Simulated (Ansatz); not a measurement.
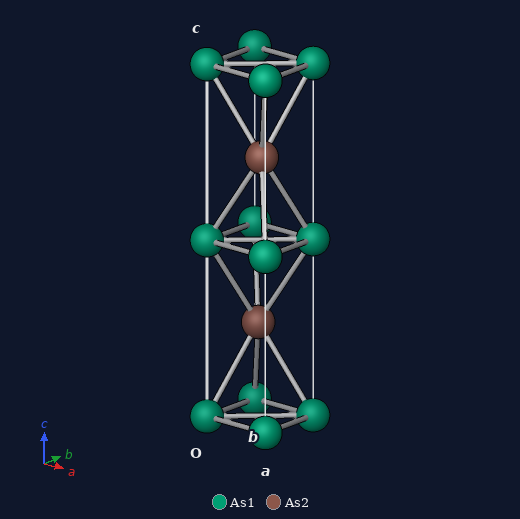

For As, the input geometry of an electronic-structure calculation (not necessarily at equilibrium); the starting structure was generated, so it need not be a known form of this composition: one unit cell; atoms that symmetry makes equivalent share a colour (atoms on faces, edges and corners are repeated). Symmetry computed with spglib at a tolerance of 0.002 Å; standard conventional cell.

a = 2.933 Å, b = 2.933 Å, c = 9.887 Å, α = 90.00°, β = 90.00°, γ = 120.00°; space group No. 194, P6_3/mmc.

One atom of each site: As1 (0, 0, 0); As2 (1/3, 2/3, 1/4).

### Give the multiplicity, Wyckoff letter and site symmetry of each site.

```
site  Wyckoff  symmetry
 As1       2a      -3m.
 As2       2c      -6m2
```

### How many free positional parameters does the structure have?

0: As1 0, As2 0.
